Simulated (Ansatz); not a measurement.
Structure data:

```
Al Au
1.0
     3.87762    0.00000    0.00000
     0.00000    3.87762    0.00000
     0.00000    0.00000    8.25340
Al Au
6 2
Cartesian
  0.0000 1.9388 2.0633
  1.9388 0.0000 2.0633
  1.9388 1.9388 0.0000
  1.9388 0.0000 6.1900
  0.0000 1.9388 6.1900
  0.0000 0.0000 4.1267
  0.0000 0.0000 0.0000
  1.9388 1.9388 4.1267
```

Characterise the structure given above.

Answer. Formula: Al3Au. Space group: I4/mmm (No. 139). Lattice: body-centred tetragonal. Content of the cell: 6 Al, 2 Au (Z = 2). The coordination shell of Al holds eight Al and four Au in a cuboctahedral arrangement (2.74 to 2.83 Å to Al, 2.74 to 2.83 Å to Au). The neighbours of Au are twelve Al in a cuboctahedral arrangement at 2.74 to 2.83 Å. The bonds build a three-dimensional framework.

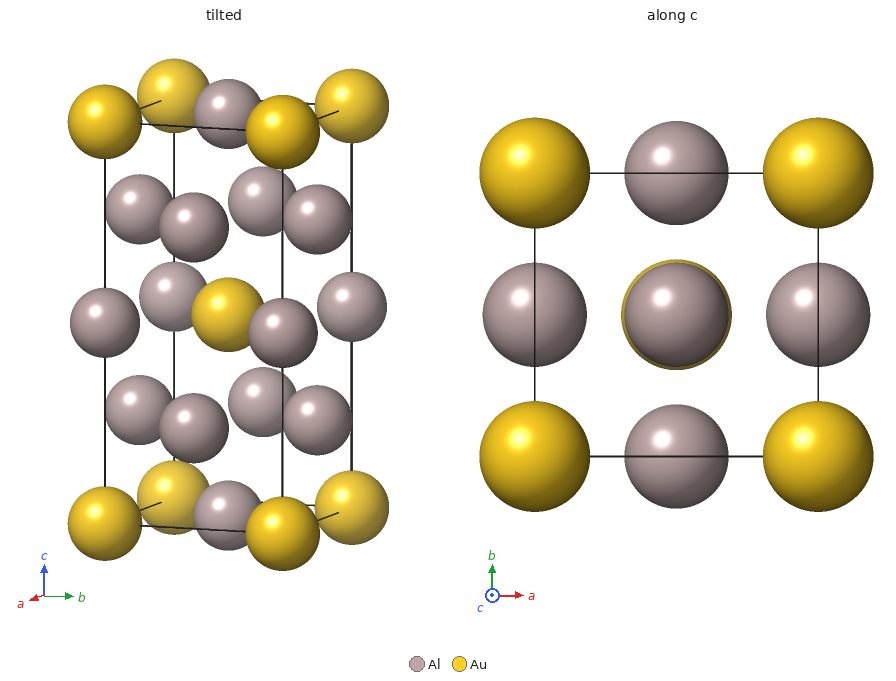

Spheres-only drawing of the structure, looking slightly off an axis and along the c axis. Thin lines show the conventional unit cell, with boundary atoms drawn in all their periodic places. Colours: aluminium light grey, gold yellow.

The initial geometry was a structure listed in the Materials Project. The cell was then strained or its atoms displaced on purpose. It went into a calculation with Ansatz.

At this level of theory the cell isn't at rest (compressed, at 9 GPa), so its distances can differ from those at equilibrium, the more so the softer the solid.
